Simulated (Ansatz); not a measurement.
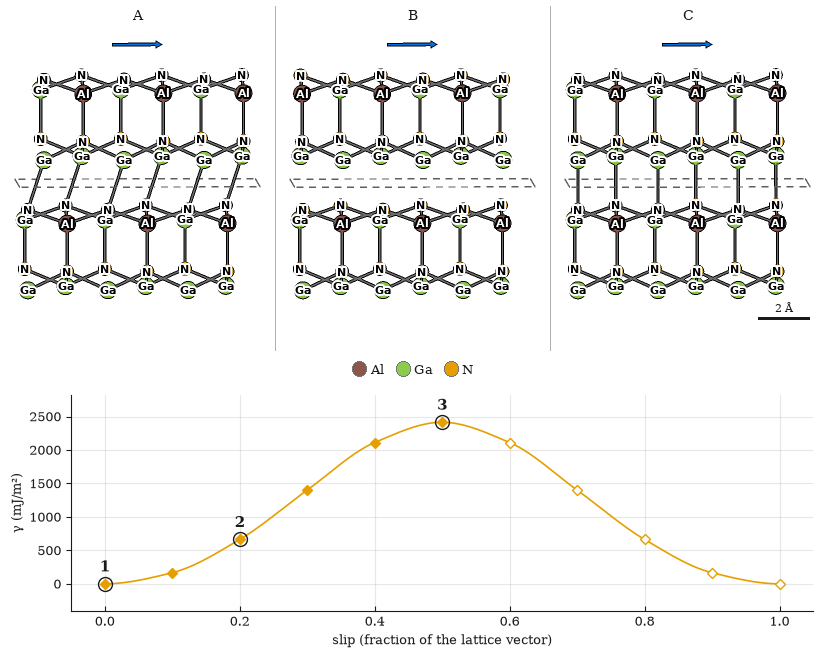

A scan of crystalline AlGa3N4 (Pm): the crystal above a cut along the (1 0 0) plane of the conventional cell (between a plane of N below and one of Ga above, 1.95 Å apart) is slid rigidly by fractions of an in-plane lattice vector 3.16 Å long (a generalised stacking fault). One cut stands in each cell, which starts 10.3 Å high; nothing is relaxed, and the dashed outline marks the cut, the arrow on top the direction of slip. The frames are shuffled; the numbered points of the plot belong to them. Hollow markers are points alike by symmetry, not computed again. The picture is a ball-and-stick view of the layers on both sides of the cut, seen from the side, nearly along the cut plane.

Computed with Ansatz, DFT PBEsol, scalar-relativistic, plane waves, PAW. Set-up: plane-wave cutoff 420 eV; k-point mesh 8 × 5 × 3; occupations gaussian; smearing width 0.05 eV; no spin polarisation. Energies (free energies at the smearing named) are counted from the relaxed crystal.

**Match the frames to the points.**

Point 1 is frame C (the slip 0.00, 0 mJ/m²); 2 is frame A (the slip 0.20, 663 mJ/m²); 3 is frame B (the slip 0.50, 2414 mJ/m²). The curve starts and ends at zero, since a full lattice vector restores the crystal. Its highest computed point is 2414 mJ/m² at slip 0.50, which the unstable stacking-fault energy of this rigid path equals or slightly exceeds. No local minimum shows among the points, so there is no metastable fault on this line. The path is symmetric about half-way. Relaxation across the fault would lower the values.
